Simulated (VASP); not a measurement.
KI: geometry relaxation (part 2 of 2)

Continued. System: KI (Fm-3m, 2 atoms in the cell). Method: Kohn-Sham DFT of a periodic cell, PBEsol, VASP PAW PBE potentials, recommended, no spin polarisation (VASP 6.6.1); cutoff 600 eV, 8×8×8 k-mesh, Gaussian smearing of 0.03 eV. The structure derives from an entry of the Crystallography Open Database.

Geometry of the input (Å; fractional positions):
```
0.0000  3.5328  3.5328
3.5328  0.0000  3.5328
3.5328  3.5328  0.0000
K  0.0000  0.0000  0.0000
I  0.5000  0.5000  0.5000
```

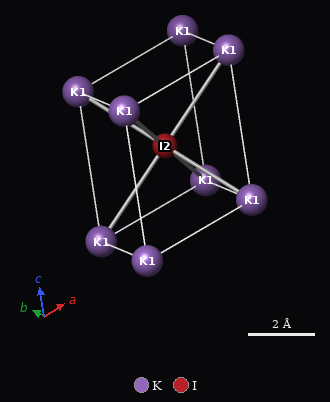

Figure 1. The geometry at step 2 of the log (ball-and-stick view of the cell of the calculation, seen slightly off an axis; atoms are numbered from 1 in the order of the input).

### Parts of OUTCAR, continued
```
------------------------ aborting loop because EDIFF is reached ----------------------------------------

  FORCE on cell =-STRESS in cart. coord.  units (eV):
  Direction    XX          YY          ZZ          XY          YZ          ZX
  --------------------------------------------------------------------------------------
  -------------------------------------------------------------------------------------
  Total       -0.1293526     -0.1293526     -0.1293526     -0.0000000     -0.0000000     -0.0000000
  in kB       -2.3502153     -2.3502153     -2.3502153     -0.0000000     -0.0000000     -0.0000000
  external PRESSURE =      -2.3502153 kB  Pullay stress =       0.0000000 kB

 VOLUME and BASIS-vectors are now :
 -----------------------------------------------------------------------------
  energy-cutoff  :      600.00
  volume of cell :       88.18
      direct lattice vectors                 reciprocal lattice vectors
     0.000000000  3.532775000  3.532775000    -0.141531799  0.141531799  0.141531799
     3.532775000  0.000000000  3.532775000     0.141531799 -0.141531799  0.141531799
     3.532775000  3.532775000  0.000000000     0.141531799  0.141531799 -0.141531799

 POSITION                                       TOTAL-FORCE (eV/Angst)
 -----------------------------------------------------------------------------------
      0.00000      0.00000      0.00000         0.000000      0.000000     -0.000000
      3.53277      3.53277      3.53277        -0.000000     -0.000000      0.000000
 -----------------------------------------------------------------------------------
    total drift:                                0.000000     -0.000000     -0.000000

  FREE ENERGIE OF THE ION-ELECTRON SYSTEM (eV)
  ---------------------------------------------------
  free  energy   TOTEN  =        -5.8146078407 eV

  energy  without entropy=       -5.8146078407  energy(sigma->0) =       -5.81460784

--------------------------------------- Ionic step        2  -------------------------------------------

 number of electron      15.9999999 magnetization

------------------------ aborting loop because EDIFF is reached ----------------------------------------

  FORCE on cell =-STRESS in cart. coord.  units (eV):
  Direction    XX          YY          ZZ          XY          YZ          ZX
  --------------------------------------------------------------------------------------
  -------------------------------------------------------------------------------------
  Total       -0.0717042     -0.0717042     -0.0717042      0.0000000     -0.0000000      0.0000000
  in kB       -1.3150706     -1.3150706     -1.3150706      0.0000000     -0.0000000      0.0000000
  external PRESSURE =      -1.3150706 kB  Pullay stress =       0.0000000 kB

 VOLUME and BASIS-vectors are now :
 -----------------------------------------------------------------------------
  energy-cutoff  :      600.00
  volume of cell :       87.36
      direct lattice vectors                 reciprocal lattice vectors
    -0.000000000  3.521752194  3.521752194    -0.141974782  0.141974782  0.141974782
     3.521752194  0.000000000  3.521752194     0.141974782 -0.141974782  0.141974782
     3.521752194  3.521752194 -0.000000000     0.141974782  0.141974782 -0.141974782

 POSITION                                       TOTAL-FORCE (eV/Angst)
 -----------------------------------------------------------------------------------
     -0.00000      3.52175      3.52175        -0.000000      0.000000      0.000000
      3.52175      3.52175      3.52175         0.000000     -0.000000     -0.000000
 -----------------------------------------------------------------------------------
    total drift:                               -0.000000     -0.000000     -0.000000

  FREE ENERGIE OF THE ION-ELECTRON SYSTEM (eV)
  ---------------------------------------------------
  free  energy   TOTEN  =        -5.8156038768 eV

  energy  without entropy=       -5.8156038768  energy(sigma->0) =       -5.81560388

--------------------------------------- Ionic step        3  -------------------------------------------

 number of electron      15.9999999 magnetization

------------------------ aborting loop because EDIFF is reached ----------------------------------------

  FORCE on cell =-STRESS in cart. coord.  units (eV):
  Direction    XX          YY          ZZ          XY          YZ          ZX
  --------------------------------------------------------------------------------------
  -------------------------------------------------------------------------------------
  Total       -0.0361356     -0.0361356     -0.0361356      0.0000000      0.0000000     -0.0000000
  in kB       -0.6666313     -0.6666313     -0.6666313      0.0000000      0.0000000     -0.0000000
  external PRESSURE =      -0.6666313 kB  Pullay stress =       0.0000000 kB

 VOLUME and BASIS-vectors are now :
 -----------------------------------------------------------------------------
  energy-cutoff  :      600.00
  volume of cell :       86.85
      direct lattice vectors                 reciprocal lattice vectors
    -0.000000000  3.514875792  3.514875792    -0.142252537  0.142252537  0.142252537
     3.514875792  0.000000000  3.514875792     0.142252537 -0.142252537  0.142252537
     3.514875792  3.514875792 -0.000000000     0.142252537  0.142252537 -0.142252537

 POSITION                                       TOTAL-FORCE (eV/Angst)
 -----------------------------------------------------------------------------------
      0.00000      0.00000      0.00000         0.000000     -0.000000      0.000000
      3.51488      3.51488      3.51488        -0.000000      0.000000     -0.000000
 -----------------------------------------------------------------------------------
    total drift:                                0.000000     -0.000000     -0.000000

  FREE ENERGIE OF THE ION-ELECTRON SYSTEM (eV)
  ---------------------------------------------------
  free  energy   TOTEN  =        -5.8159449549 eV

  energy  without entropy=       -5.8159449549  energy(sigma->0) =       -5.81594495

--------------------------------------- Ionic step        4  -------------------------------------------

 number of electron      15.9999999 magnetization

------------------------ aborting loop because EDIFF is reached ----------------------------------------

  FORCE on cell =-STRESS in cart. coord.  units (eV):
  Direction    XX          YY          ZZ          XY          YZ          ZX
  --------------------------------------------------------------------------------------
  -------------------------------------------------------------------------------------
  Total        0.0374556      0.0374556      0.0374556      0.0000000      0.0000000     -0.0000000
  in kB        0.6991582      0.6991582      0.6991582      0.0000000      0.0000000     -0.0000000
  external PRESSURE =       0.6991582 kB  Pullay stress =       0.0000000 kB

 VOLUME and BASIS-vectors are now :
 -----------------------------------------------------------------------------
  energy-cutoff  :      600.00
  volume of cell :       85.83
      direct lattice vectors                 reciprocal lattice vectors
    -0.000000000  3.501122989  3.501122989    -0.142811321  0.142811321  0.142811321
     3.501122989  0.000000000  3.501122989     0.142811321 -0.142811321  0.142811321
     3.501122989  3.501122989 -0.000000000     0.142811321  0.142811321 -0.142811321

 POSITION                                       TOTAL-FORCE (eV/Angst)
 -----------------------------------------------------------------------------------
     -0.00000      3.50112      3.50112         0.000000      0.000000     -0.000000
      3.50112      3.50112      3.50112         0.000000     -0.000000      0.000000
 -----------------------------------------------------------------------------------
    total drift:                               -0.000000     -0.000000     -0.000000

  FREE ENERGIE OF THE ION-ELECTRON SYSTEM (eV)
  ---------------------------------------------------
  free  energy   TOTEN  =        -5.8159570564 eV

  energy  without entropy=       -5.8159570564  energy(sigma->0) =       -5.81595706

--------------------------------------- Ionic step        5  -------------------------------------------

 number of electron      15.9999999 magnetization

 Free energy of the ion-electron system (eV)
  ---------------------------------------------------
  ext. energy  EPLUGINS =         0.00000000
  ---------------------------------------------------
  free energy    TOTEN  =        -5.81606474 eV

  energy without entropy =       -5.81606474  energy(sigma->0) =       -5.81606474

 E-fermi :  -0.2357     XC(G=0):  -7.4278     alpha+bet : -7.0172

 val. band max:       -0.3993388752   @ k =   0.0000   0.0000   0.0000
 cond. band min:       3.4595428481   @ k =   0.0000   0.0000   0.0000
 fundamental gap:      3.8588817233
 Fermi energy:        -0.2357113610

 k-point     1 :       0.0000    0.0000    0.0000
  band No.  band energies     occupation
      1     -28.6884      2.00000
      2     -12.2443      2.00000
      3     -12.2443      2.00000
      4     -12.2443      2.00000
      5     -10.9691      2.00000
      6      -0.3993      2.00000
      7      -0.3993      2.00000
      8      -0.3993      2.00000
      9       3.4595      0.00000
     10       6.0171      0.00000
     11       6.0171      0.00000
     12       6.0171      0.00000

 k-point     2 :       0.1250    0.0000    0.0000
  band No.  band energies     occupation
      1     -28.6880      2.00000
      2     -12.2759      2.00000
      3     -12.2447      2.00000
      4     -12.2447      2.00000
      5     -10.9177      2.00000
      6      -0.6759      2.00000
      7      -0.4572      2.00000
      8      -0.4572      2.00000
      9       3.8569      0.00000
     10       5.9356      0.00000
     11       6.1903      0.00000
     12       6.1903      0.00000

 k-point     3 :       0.2500    0.0000    0.0000
  band No.  band energies     occupation
      1     -28.6871      2.00000
      2     -12.3441      2.00000
      3     -12.2456      2.00000
      4     -12.2456      2.00000
      5     -10.8003      2.00000
      6      -1.2100      2.00000
      7      -0.5891      2.00000
      8      -0.5891      2.00000
      9       4.5725      0.00000
     10       6.0957      0.00000
     11       6.6433      0.00000
     12       6.6433      0.00000

 k-point     4 :       0.3750    0.0000    0.0000
  band No.  band energies     occupation
      1     -28.6863      2.00000
      2     -12.4040      2.00000
      3     -12.2465      2.00000
      4     -12.2465      2.00000
      5     -10.6897      2.00000
      6      -1.6401      2.00000
      7      -0.7118      2.00000
      8      -0.7118      2.00000
      9       4.9182      0.00000
     10       6.8475      0.00000
     11       7.2537      0.00000
     12       7.2537      0.00000

 k-point     5 :       0.5000    0.0000    0.0000
  band No.  band energies     occupation
      1     -28.6859      2.00000
      2     -12.4269      2.00000
      3     -12.2469      2.00000
      4     -12.2469      2.00000
      5     -10.6453      2.00000
      6      -1.7993      2.00000
      7      -0.7603      2.00000
      8      -0.7603      2.00000
      9       5.0038      0.00000
     10       7.2691      0.00000
     11       7.7075      0.00000
     12       7.7075      0.00000

 [... the levels of 18 k-points are left out ...]

 k-point    24 :      -0.3750    0.2500    0.1250
  band No.  band energies     occupation
      1     -28.6855      2.00000
      2     -12.3785      2.00000
      3     -12.2640      2.00000
      4     -12.2542      2.00000
      5     -10.6925      2.00000
      6      -1.5726      2.00000
      7      -0.9788      2.00000
      8      -0.8126      2.00000
      9       5.5359      0.00000
     10       6.3651      0.00000
     11       6.9829      0.00000
     12       7.8488      0.00000

 [... further k-points ...]

------------------------ aborting loop because EDIFF is reached ----------------------------------------

  FORCE on cell =-STRESS in cart. coord.  units (eV):
  Direction    XX          YY          ZZ          XY          YZ          ZX
  --------------------------------------------------------------------------------------
  -------------------------------------------------------------------------------------
  Total       -0.0049149     -0.0049149     -0.0049149      0.0000000      0.0000000     -0.0000000
  in kB       -0.0911947     -0.0911947     -0.0911947      0.0000000      0.0000000     -0.0000000
  external PRESSURE =      -0.0911947 kB  Pullay stress =       0.0000000 kB

 VOLUME and BASIS-vectors are now :
 -----------------------------------------------------------------------------
  energy-cutoff  :      600.00
  volume of cell :       86.35
      direct lattice vectors                 reciprocal lattice vectors
    -0.000000000  3.508122735  3.508122735    -0.142526370  0.142526370  0.142526370
     3.508122735  0.000000000  3.508122735     0.142526370 -0.142526370  0.142526370
     3.508122735  3.508122735 -0.000000000     0.142526370  0.142526370 -0.142526370

 POSITION                                       TOTAL-FORCE (eV/Angst)
 -----------------------------------------------------------------------------------
      0.00000      0.00000      0.00000         0.000000      0.000000     -0.000000
      3.50812      3.50812      3.50812        -0.000000     -0.000000      0.000000
 -----------------------------------------------------------------------------------
    total drift:                                0.000000     -0.000000     -0.000000

  FREE ENERGIE OF THE ION-ELECTRON SYSTEM (eV)
  ---------------------------------------------------
  free  energy   TOTEN  =        -5.8160647375 eV

  energy  without entropy=       -5.8160647375  energy(sigma->0) =       -5.81606474

 reached required accuracy - stopping structural energy minimisation
```

### CONTCAR
```
KI
   1.00000000000000
    -0.0000000000000000    3.5081227349807884    3.5081227349807884
     3.5081227349807884    0.0000000000000000    3.5081227349807884
     3.5081227349807884    3.5081227349807884   -0.0000000000000000
  K               I
     1     1
Direct
     0.0000000000000000    0.0000000000000000    0.0000000000000000
     0.5000000000000000    0.5000000000000000    0.5000000000000000

  0.00000000E+00  0.00000000E+00  0.00000000E+00
  0.00000000E+00  0.00000000E+00  0.00000000E+00
```

### Trajectory as extended XYZ (Å, eV, eV/Å), 5 frames, from step=0 to step=4
```
2
Lattice="0.0000 3.5328 3.5328 3.5328 0.0000 3.5328 3.5328 3.5328 0.0000" Properties=species:S:1:pos:R:3:forces:R:3 step=0 energy=-5.81461
K     0.0000    0.0000    0.0000    0.0000   0.0000   0.0000
I     3.5328    3.5328    3.5328    0.0000   0.0000   0.0000
2
Lattice="-0.0000 3.5218 3.5218 3.5218 0.0000 3.5218 3.5218 3.5218 -0.0000" Properties=species:S:1:pos:R:3:forces:R:3 step=1 energy=-5.81560
K     0.0000    3.5218    3.5218    0.0000   0.0000   0.0000
I     3.5218    3.5218    3.5218    0.0000   0.0000   0.0000
2
Lattice="-0.0000 3.5149 3.5149 3.5149 0.0000 3.5149 3.5149 3.5149 -0.0000" Properties=species:S:1:pos:R:3:forces:R:3 step=2 energy=-5.81594
K     0.0000    0.0000    0.0000    0.0000   0.0000   0.0000
I     3.5149    3.5149    3.5149    0.0000   0.0000   0.0000
2
Lattice="-0.0000 3.5011 3.5011 3.5011 0.0000 3.5011 3.5011 3.5011 -0.0000" Properties=species:S:1:pos:R:3:forces:R:3 step=3 energy=-5.81596
K     0.0000    3.5011    3.5011    0.0000   0.0000   0.0000
I     3.5011    3.5011    3.5011    0.0000   0.0000   0.0000
2
Lattice="-0.0000 3.5081 3.5081 3.5081 0.0000 3.5081 3.5081 3.5081 -0.0000" Properties=species:S:1:pos:R:3:forces:R:3 step=4 energy=-5.81606
K     0.0000    0.0000    0.0000    0.0000   0.0000   0.0000
I     3.5081    3.5081    3.5081    0.0000   0.0000   0.0000
```
